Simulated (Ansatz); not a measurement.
## Electronic structure of Ga6N5 (distorted or defective cell) in real space

The calculation's input:

```
crystal:
  lattice:
    - [0.0, 0.0, 5.2431684095]
    - [-4.8275562239, 2.7871908853, 0.0]
    - [1.0e-10, -5.5743817708, 0.0]
  atoms:
    - { symbol: Ga, position: [0.4991348631, 0.0, 0.3333333333], spin: 0.25 }
    - { symbol: Ga, position: [0.4991348631, 0.3333333333, 0.0] }
    - { symbol: Ga, position: [0.4991348631, 0.6666666667, 0.6666666667] }
    - { symbol: Ga, position: [0.9991348631, 0.3333333333, 0.3333333333], spin: 0.25 }
    - { symbol: Ga, position: [0.9991348631, 0.6666666667, 0.0], spin: 0.25 }
    - { symbol: Ga, position: [0.9991348631, 1.0, 0.6666666667], spin: 0.25 }
    - { symbol: "N", position: [0.8758651369, 0.3333333333, 0.0] }
    - { symbol: "N", position: [0.8758651369, 0.6666666667, 0.6666666667] }
    - { symbol: "N", position: [0.3758651369, 0.3333333333, 0.3333333333] }
    - { symbol: "N", position: [0.3758651369, 0.6666666667, 0.0] }
    - { symbol: "N", position: [0.3758651369, 1.0, 0.6666666667] }
  host:
    lattice:
      - [3.2183708159, 0.0, 0.0]
      - [-1.609185408, 2.7871908854, 0.0]
      - [0.0, 0.0, 5.2431684095]
    atoms:
      - { symbol: Ga, position: [0.6666666667, 0.3333333333, 0.4991348631] }
      - { symbol: Ga, position: [0.3333333333, 0.6666666667, 0.9991348631] }
      - { symbol: "N", position: [0.6666666667, 0.3333333333, 0.8758651369] }
      - { symbol: "N", position: [0.3333333333, 0.6666666667, 0.3758651369] }
basis:
  ecutwfc: 420
  xc_grid: 2
kpoints:
  mp_grid: { grid: [3, 3, 3], shift: [0.0, 0.0, 0.0] }
hamiltonian:
  xc: pbe
scf:
  occupations: { method: gaussian, width: 0.01 }
output:
  forces: true
  stress: false
  eigenvalues: true
  populations: true
  charged_corrections:
    defect_position: [0.87586514, 0.0, 0.33333333]
    epsilon: [[10.4928, 0.0, 0.0], [0.0, 10.4928, 0.0], [0.0, 0.0, 11.6882]]
  write_density: true
  write_potential: true
  elf: true
  volumetric_format: npy
magnetization:
  spin_polarized: true
relax:
  adjacent_minimum: "off"
  f_tol: 0.025
  max_steps: 45
```

Launched as:

```sh
ansatz run input.yaml --threads 4 --pin off --max-ram 10240MiB --backend cpu --events-out ev --progress --plain --runs-dir out
```

The fields are those of the relaxed geometry.

Spin-polarised.

These are results of DFT PBE, scalar-relativistic, plane waves, PAW (Ansatz), not measurements.

In a PAW calculation such maps are meaningful between the atoms, not at the nuclei.

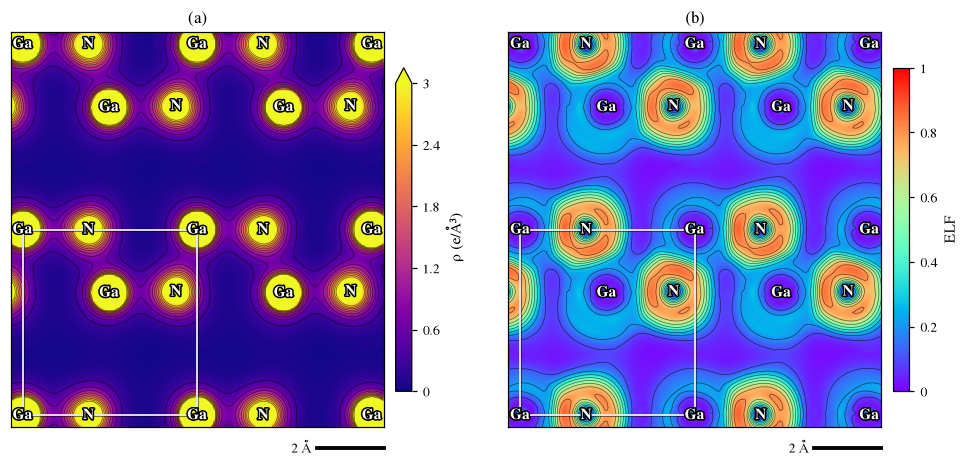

Figure 1. (a) valence electron density; (b) electron localisation function on the (011̄) plane of the calculation cell.

Q: Interpret the plot.

A: Atoms in the plane: Ga and N. Ga–N (1.98 Å): the density is about 0.7 e/Å³ at the midpoint; the ELF peaks at about 0.85 in the valence shell of N, 0.7 Å from its nucleus, and is about 0.45 at the midpoint. Ga–N (2.00 Å): the density is about 0.67 e/Å³ at the midpoint; the ELF peaks at about 0.85 in the valence shell of N, 0.6 Å from its nucleus, and is about 0.45 at the midpoint. Between the atoms the lowest density in this plane is 0.03 e/Å³.

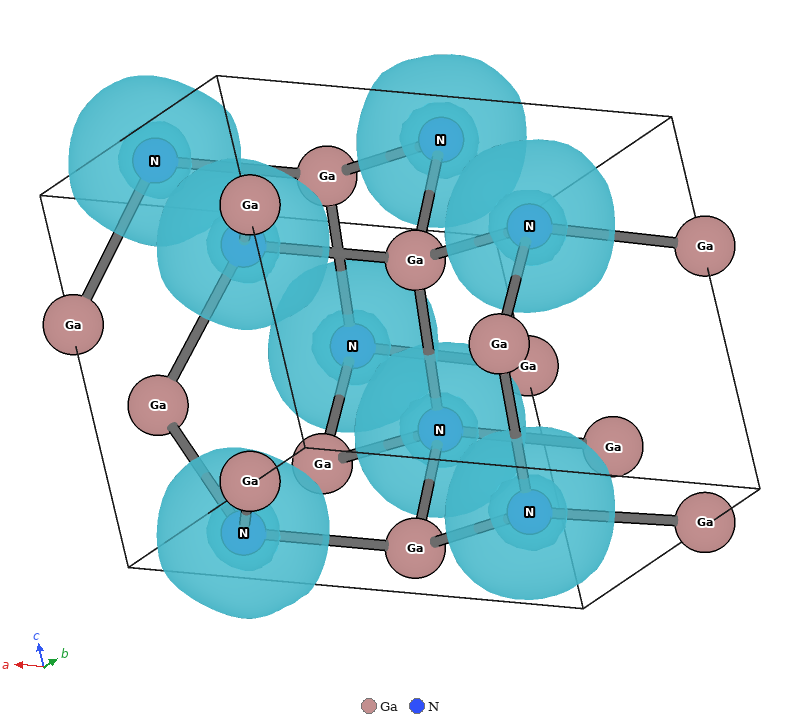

Figure 2. Isosurface of the ELF at 0.65 (cyan), seen at an oblique angle. Only the valence region is drawn (cores and ρ < 0.01 e/Å³ removed). Sticks mark near contacts.

Q: Where are the electrons localised?

A: The ELF exceeds this value in five regions wrapped around N (the valence shell of each), counted in one cell of 11 atoms. Regions shared between cells count once. Along the contacts the grid gives the following. Ga–N (1.97 Å): the ELF peaks at about 0.85 in the valence shell of N, 0.7 Å from its nucleus, and is about 0.45 at the midpoint. Ga–N (2.01 Å): the ELF peaks at about 0.85 in the valence shell of N, 0.7 Å from its nucleus, and is about 0.45 at the midpoint.

Q: Metal or insulator at this level of theory?

A: It is metallic or semimetallic at this level of theory: no gap opens.
